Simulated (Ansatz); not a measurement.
Consider Ti$_{3}$O$_{4}$.

Input file:

```
crystal:
  lattice:
    - [-1.9882076075, 1.9882076075, 3.9171947284]
    - [1.9882076075, -1.9882076075, 3.9171947284]
    - [1.9882076075, 1.9882076075, -3.9171947284]
  atoms:
    - { symbol: Ti, position: [0.25, 0.75, 0.5] }
    - { symbol: Ti, position: [0.5, 0.5, 0.0] }
    - { symbol: Ti, position: [0.75, 0.25, 0.5] }
    - { symbol: O, position: [0.0, 0.5, 0.5] }
    - { symbol: O, position: [0.2383554079, 0.2383554079, 0.0] }
    - { symbol: O, position: [0.5, 0.0, 0.5] }
    - { symbol: O, position: [0.7616445921, 0.7616445921, 0.0] }
basis:
  ecutwfc: 420
kpoints:
  mp_grid: { grid: [12, 12, 12] }
hamiltonian:
  xc: pbesol
scf:
  occupations: { method: gaussian, width: 0.1 }
output:
  forces: true
  stress: true
  eigenvalues: true
  write_density: true
  write_potential: true
  elf: true
  volumetric_format: npy
relax:
  adjacent_minimum: "off"
  f_tol: 0.01
  max_steps: 30
  cell: { stress_tol: 0.1, fix: [volume] }
```

Run with:

```sh
ansatz run input.yaml --threads 2 --pin off --max-ram 5120MiB --backend cpu --events-out ev --progress --plain --runs-dir out
```

Below, planes, directions and counts refer to the conventional cell (a = 3.98 Å, b = 3.98 Å, c = 7.83 Å, α = 90.00°, β = 90.00°, γ = 90.00°).

The fields are those of the run's last geometry, not of the input's.

Space group I4/mmm; a structure from a database of computed crystals, not necessarily the ambient phase; changed on purpose from its base cell (volume × 0.91, shape and atoms relaxed); computed pressure about 27 GPa in this cell; computed without spin polarisation.

Method: DFT PBEsol, scalar-relativistic, plane waves, PAW (Ansatz 0.2.0).

What will maps of the valence pseudo-density and electron localisation function show?

Answer. Ti–O (1.96 Å): the density is about 0.66 e/Å³ at the midpoint; the ELF peaks at about 0.80 in the valence shell of O, 0.6 Å from its nucleus, and is about 0.15 at the midpoint: no localised pair shows between them.
Ti–Ti (2.79 Å): the density is about 0.24 e/Å³ at the midpoint; the ELF is about 0.15 at the midpoint: no localised pair shows between them.
Ti–O (2.07 Å): the density is about 0.52 e/Å³ at the midpoint; the ELF peaks at about 0.80 in the valence shell of O, 0.6 Å from its nucleus, and is about 0.15 at the midpoint; no shared electron pair shows on this line.

Does the calculation give a band gap?

Answer. It is metallic or semimetallic at this level of theory: no gap opens; semilocal functionals without U, or without the true magnetic order, often close the gap of such compounds.

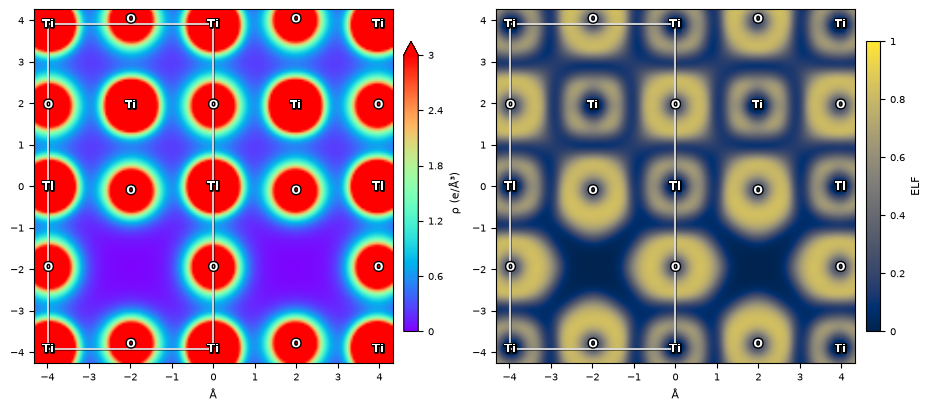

Computed valence pseudo-density and electron localisation function on the (100) plane of the conventional cell, in this order. 
